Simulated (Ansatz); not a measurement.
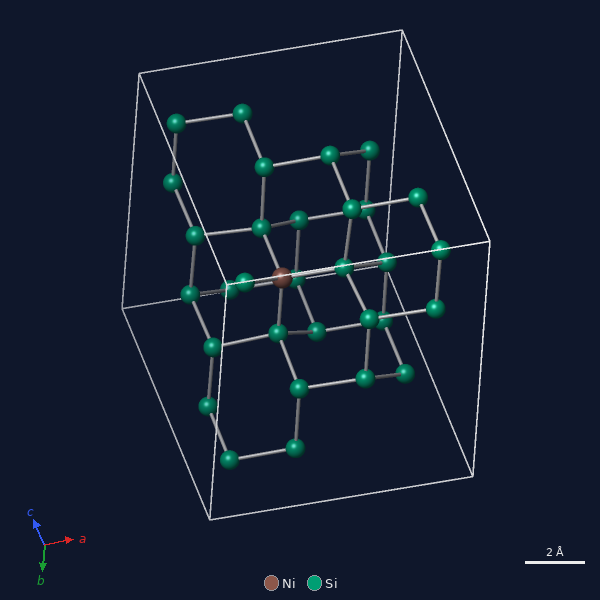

We look at a ball-and-stick model of the crystal from a general direction. The supercell is outlined; an atom on or near a face, edge or corner is repeated at each equivalent position. The host is Si, in a cell of 32 sites, and the cell carries a charge of -1.

### What defect is present?

Nickel on a silicon site (a substitutional impurity). It is bonded to four Si in a tetrahedral arrangement at about 2.2 Å.

Electronic-structure method: Ansatz, DFT PBEsol, scalar-relativistic, plane waves, PAW. Parameters: plane waves up to 420 eV, a 3×3×3 k-point grid, Gaussian smearing of 0.02 eV, collinear spins.

### Is there a net moment in the defective cell?

Yes, 1.7 μB in the cell.

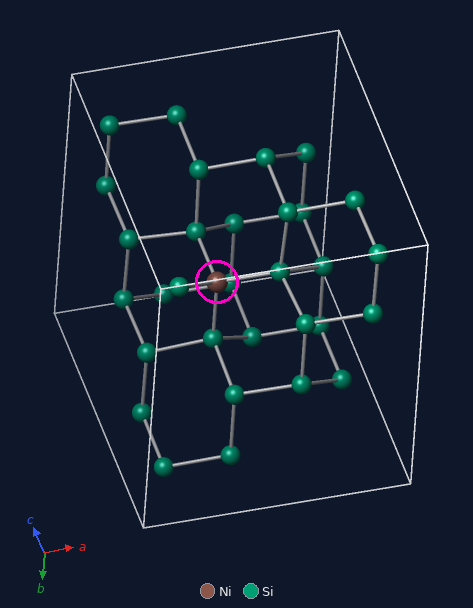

The same cell with a ring at the defect's site.

The atoms were relaxed in the host's cell with DFT PBEsol, scalar-relativistic, plane waves, PAW (Ansatz 0.2.0).
